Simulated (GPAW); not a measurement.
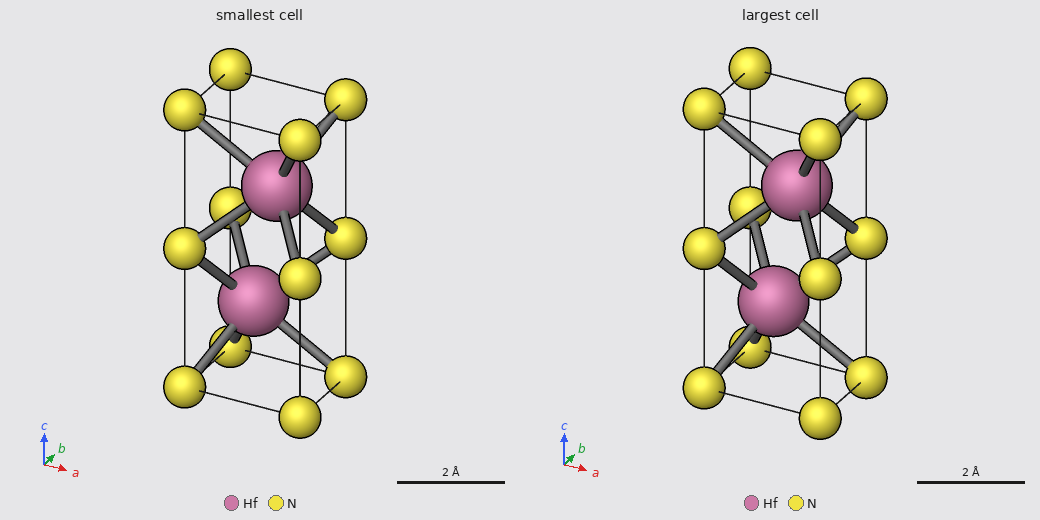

HfN, anti-NiAs type, space group P6₃/mmc (No. 194), relaxed (cell and atoms, zero pressure) with five choices of dispersion term on top of PBEsol; the smallest and the largest of the relaxed conventional cells are drawn to one scale (sticks follow a distance rule). The start was a structure listed in the Materials Project. It needn't be the stable form of this composition.

Alike in all runs: GPAW 26.7.0; functional PBEsol; potentials PAW data sets generated in the run's folder for this functional; cutoff 800 eV; k mesh 7 × 7 × 4 on the run's cell of 4 atoms; occupations fermi-dirac, width 0.05 eV; no spin polarisation; no spin-orbit coupling. All runs are metallic.

| level | volume (Å³/atom) | a (Å) | c (Å) |
| --- | --- | --- | --- |
| D4 | 11.33 | 3.118 | 5.382 |
| D3 | ? | ? | ? |
| D3(BJ) | 11.22 | 3.108 | 5.364 |
| none | 11.43 | 3.128 | 5.399 |
| D3(BJ)-ATM | 11.25 | 3.111 | 5.370 |

**Fill in the row of D3.**

Volume 11.25 Å³/atom; a 3.110 Å; c 5.371 Å. That is level with D3(BJ)-ATM in volume.

**Order the levels by the relaxed volume, smallest first.**

D3(BJ) (11.22 Å³/atom), D3 and D3(BJ)-ATM (11.25 Å³/atom), D4 (11.33 Å³/atom), none (11.43 Å³/atom). Rows within a few tenths of a per cent can't be told apart.

Caveat: later steps reuse the first step's grids; pairwise dispersion terms can overbind metals strongly; spin-orbit coupling is left out, which matters for Hf, if less for volumes and forces than for levels.
